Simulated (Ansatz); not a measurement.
Geometry relaxation, with input and output: Ge5H3 (part 4 of 4)

Continued. System: Ge5H3 (slab, 8 atoms in the cell). Method: DFT r2SCAN, scalar-relativistic, plane waves, PAW, spin-polarised (Ansatz 0.2.0); cutoff 500 eV, 7×7×1 k-mesh, Gaussian smearing of 0.05 eV, collinear spins. The structure derives from an entry of the Crystallography Open Database. The input holds or restrains some coordinates. Forces given for the steps count only the free coordinates.

Geometry of the input (Å; fractional positions):
```
4.0128  0.0000  0.0000
0.0000  4.0128  0.0000
0.0000  0.0000  25.5873
H  0.5000  0.8215  0.3322
H  0.5000  0.1785  0.3322
Ge 0.5000  0.5000  0.3679
Ge 0.0000  0.5000  0.4233
Ge 0.0000  0.0000  0.4783
Ge 0.5000  0.0000  0.5337
Ge 0.5000  0.5000  0.5903
H  0.0000  1.0000  0.5528
```

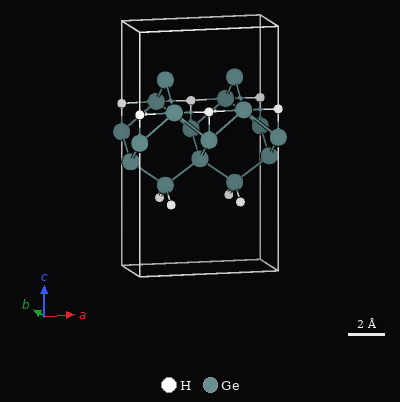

The geometry at step 3 of the log (ball-and-stick view of the 2 × 1 repeat of the cell, with the vacuum cut short, seen slightly off an axis).

## What the program printed, continued
```
--- Forces (eV/Å), atoms counted from 1 ---
  atom   1  H      0.00000000    -0.73709921     0.30794145
  atom   2  H      0.00000000     0.73709921     0.30794145
  atom   3  Ge     0.00000000     0.00000000    -0.36975098
  atom   4  Ge     0.00000000     0.00000000    -0.24506408
  atom   5  Ge     0.00000000     0.00000000    -0.00328420
  atom   6  Ge     0.00000000     0.00000000     0.00395242
  atom   7  Ge     0.00000000     0.00000000     0.00230782
  atom   8  H      0.00000000     0.00000000    -0.00403572
  max |Σ_I F_I| component: 8.16e-6 eV/Å
--- Band table (eV; the first three rows and the last of 32) ---
  k-point 0 ↑: bands = ["-26.7137", "-26.6791", "-26.6430", "-26.6346", "-26.6027", "-26.5219", "-26.4659", "-26.4221", "-26.4186", "-26.3676", "-26.2713", "-26.2661", "-26.2158", "-26.1950", "-26.1804", "-25.8397", "-25.7839", "-25.7297", "-25.7282", "-25.6611", "-25.5794", "-25.5544", "-25.5349", "-25.4451", "-25.4111", "-14.0343", "-12.7033", "-10.5845", "-8.4478", "-5.4631", "-4.1956", "-3.5420", "-3.1383", "-2.8817", "-2.0998", "-1.5241", "-1.4893", "0.3129", "0.6955", "1.0519", "1.2048", "2.2010", "3.0133", "3.0474", "3.4863"]
  k-point 1 ↑: bands = ["-26.7216", "-26.6688", "-26.6451", "-26.6370", "-26.6024", "-26.5181", "-26.4633", "-26.4246", "-26.4230", "-26.3652", "-26.2733", "-26.2628", "-26.2161", "-26.1944", "-26.1800", "-25.8393", "-25.7848", "-25.7294", "-25.7287", "-25.6582", "-25.5720", "-25.5559", "-25.5333", "-25.4530", "-25.4120", "-13.8854", "-12.6001", "-10.3970", "-8.5173", "-6.0974", "-4.4180", "-4.0226", "-3.4139", "-3.0773", "-2.4982", "-2.0554", "-0.9764", "0.5773", "1.1532", "1.6278", "2.0961", "2.3130", "3.1949", "3.4187", "3.5910"]
  k-point 2 ↑: bands = ["-26.7249", "-26.6640", "-26.6505", "-26.6416", "-26.6027", "-26.5090", "-26.4536", "-26.4310", "-26.4254", "-26.3660", "-26.2755", "-26.2585", "-26.2168", "-26.1928", "-26.1791", "-25.8384", "-25.7869", "-25.7287", "-25.7272", "-25.6548", "-25.5586", "-25.5549", "-25.5303", "-25.4644", "-25.4204", "-13.4689", "-12.3746", "-9.8496", "-8.7769", "-7.3312", "-5.7665", "-4.7754", "-3.3221", "-3.0641", "-2.5652", "-1.9989", "-1.1889", "0.4961", "1.4197", "1.6086", "2.4832", "3.2117", "3.6001", "4.1570", "4.4562"]
  k-point 15 ↓: bands = ["-26.7166", "-26.6861", "-26.6429", "-26.6409", "-26.6035", "-26.4910", "-26.4537", "-26.4366", "-26.4123", "-26.3794", "-26.2664", "-26.2271", "-26.2224", "-26.2072", "-26.1917", "-25.8238", "-25.8014", "-25.7309", "-25.7234", "-25.6549", "-25.5669", "-25.5444", "-25.5342", "-25.4591", "-25.4386", "-11.6564", "-10.8472", "-9.9416", "-9.4854", "-8.1962", "-7.5394", "-6.9930", "-4.7683", "-4.3873", "-3.8646", "-1.7967", "-1.3466", "-0.1700", "0.7553", "1.8113", "2.1485", "3.3615", "3.6697", "4.7800", "5.0614"]
--- Relaxed structure (5 steps of the walk, 5 accepted, 0 SCFs on fresh bases) ---
  F+E_penalty+E_count = -21558.50390660 eV   max|allowed force component| = 4.036e-3 eV/Å
  atoms:
    - { symbol: H, position: [0.5, 0.8214857833, 0.3321960464] }
    - { symbol: H, position: [0.5, 0.1785142167, 0.3321960464] }
    - { symbol: Ge, position: [0.5, 0.5, 0.36785014] }
    - { symbol: Ge, position: [0.0, 0.5, 0.42329764949999993] }
    - { symbol: Ge, position: [0.0, 0.0, 0.47639891001639156] }
    - { symbol: Ge, position: [0.5, 0.0, 0.5410836006338133] }
    - { symbol: Ge, position: [0.5, 0.5, 0.6009698823859291] }
    - { symbol: H, position: [0.0, 1.0, 0.5411079960387968] }
--- Löwdin populations: 8 sites ---
  site symbol       q [e]    m [muB]
     0      H      1.0348    -0.0006
     1      H      1.0348    -0.0006
     2     Ge     13.8365    -0.0005
     3     Ge     14.0000    -0.0014
     4     Ge     13.8563    -0.0057
     5     Ge     14.0450     0.0002
     6     Ge     14.0288    -0.0488
     7      H      0.9375     0.0009
  spilling = 0.003099 (of n_electrons = 73.000000)
```

## Trajectory as extended XYZ (Å, eV, eV/Å), 5 frames, from step=1 to step=5
```
8
Lattice="4.0128 0.0000 0.0000 0.0000 4.0128 0.0000 0.0000 0.0000 25.5873" Properties=species:S:1:pos:R:3:forces:R:3 step=1 energy=-21558.22826
H     2.0064    3.2965    8.5000    0.0000  -0.6473   0.2725
H     2.0064    0.7163    8.5000    0.0000   0.6473   0.2725
Ge    2.0064    2.0064    9.4123    0.0000   0.0000  -0.3510
Ge    0.0000    2.0064   10.8310    0.0000   0.0000  -0.1941
Ge    0.0000    0.0000   12.2373    0.0000   0.0000  -0.5560
Ge    2.0064    0.0000   13.6569    0.0000   0.0000   0.3185
Ge    2.0064    2.0064   15.1046    0.0000   0.0000   0.8082
H     0.0000    4.0128   14.1446    0.0000   0.0000  -0.5707
8
Lattice="4.0128 0.0000 0.0000 0.0000 4.0128 0.0000 0.0000 0.0000 25.5873" Properties=species:S:1:pos:R:3:forces:R:3 step=2 energy=-21558.42815
H     2.0064    3.2965    8.5000    0.0000  -0.7093   0.3002
H     2.0064    0.7163    8.5000    0.0000   0.7093   0.3002
Ge    2.0064    2.0064    9.4123    0.0000   0.0000  -0.3698
Ge    0.0000    2.0064   10.8310    0.0000   0.0000  -0.2850
Ge    0.0000    0.0000   12.2093    0.0000   0.0000  -0.0163
Ge    2.0064    0.0000   13.7499    0.0000   0.0000   0.5488
Ge    2.0064    2.0064   15.3036    0.0000   0.0000   0.0052
H     0.0000    4.0128   14.0157    0.0000   0.0000  -0.4833
8
Lattice="4.0128 0.0000 0.0000 0.0000 4.0128 0.0000 0.0000 0.0000 25.5873" Properties=species:S:1:pos:R:3:forces:R:3 step=3 energy=-21558.49633
H     2.0064    3.2965    8.5000    0.0000  -0.7407   0.3082
H     2.0064    0.7163    8.5000    0.0000   0.7407   0.3082
Ge    2.0064    2.0064    9.4123    0.0000   0.0000  -0.3491
Ge    0.0000    2.0064   10.8310    0.0000   0.0000  -0.1211
Ge    0.0000    0.0000   12.2070    0.0000   0.0000  -0.4822
Ge    2.0064    0.0000   13.8527    0.0000   0.0000   0.0810
Ge    2.0064    2.0064   15.3924    0.0000   0.0000  -0.0439
H     0.0000    4.0128   13.8205    0.0000   0.0000   0.2989
8
Lattice="4.0128 0.0000 0.0000 0.0000 4.0128 0.0000 0.0000 0.0000 25.5873" Properties=species:S:1:pos:R:3:forces:R:3 step=4 energy=-21558.50340
H     2.0064    3.2965    8.5000    0.0000  -0.7359   0.3078
H     2.0064    0.7163    8.5000    0.0000   0.7359   0.3078
Ge    2.0064    2.0064    9.4123    0.0000   0.0000  -0.3711
Ge    0.0000    2.0064   10.8310    0.0000   0.0000  -0.2468
Ge    0.0000    0.0000   12.1897    0.0000   0.0000   0.0965
Ge    2.0064    0.0000   13.8518    0.0000   0.0000   0.0057
Ge    2.0064    2.0064   15.3894    0.0000   0.0000  -0.0399
H     0.0000    4.0128   13.8552    0.0000   0.0000  -0.0598
8
Lattice="4.0128 0.0000 0.0000 0.0000 4.0128 0.0000 0.0000 0.0000 25.5873" Properties=species:S:1:pos:R:3:forces:R:3 step=5 energy=-21558.50391
H     2.0064    3.2965    8.5000    0.0000  -0.7371   0.3079
H     2.0064    0.7163    8.5000    0.0000   0.7371   0.3079
Ge    2.0064    2.0064    9.4123    0.0000   0.0000  -0.3698
Ge    0.0000    2.0064   10.8310    0.0000   0.0000  -0.2451
Ge    0.0000    0.0000   12.1898    0.0000   0.0000  -0.0033
Ge    2.0064    0.0000   13.8449    0.0000   0.0000   0.0040
Ge    2.0064    2.0064   15.3772    0.0000   0.0000   0.0023
H     0.0000    4.0128   13.8455    0.0000   0.0000  -0.0040
```

## Summary

```json
{"quantity": "outcome", "value": "converged under the restraints of the input"}
{"quantity": "electrons treated", "value": "73"}
{"quantity": "free energy", "value": "−21558.5039 eV"}
{"quantity": "work function, top face", "value": "5.31 eV"}
{"quantity": "work function, bottom face", "value": "3.91 eV"}
{"quantity": "Fermi energy", "value": "−0.845 eV"}
{"quantity": "gap on the k-point mesh", "value": "none (metallic)"}
{"quantity": "net moment of the cell", "value": "−0.06 μB"}
{"quantity": "integrated absolute moment", "value": "0.06 μB"}
{"quantity": "final volume", "value": "412.03 Å³"}
{"quantity": "work function (upper face)", "value": "5.31 eV"}
{"quantity": "largest force (length of the vector) at the end, held atoms and coordinates included", "value": "0.799 eV/Å"}
{"quantity": "hardware", "value": "2 threads of Intel Xeon (Sapphire Rapids), 32 GiB of memory available, shared host"}
{"quantity": "wall time", "value": "4.2 min (CPU time 8.2 min)"}
{"quantity": "peak memory", "value": "1.7 GiB"}
```

## Notes

The electronic state found may not be the lowest one. Warnings of the run: some starting moments were not kept; the exchange-correlation potential is rough where the density is thin.
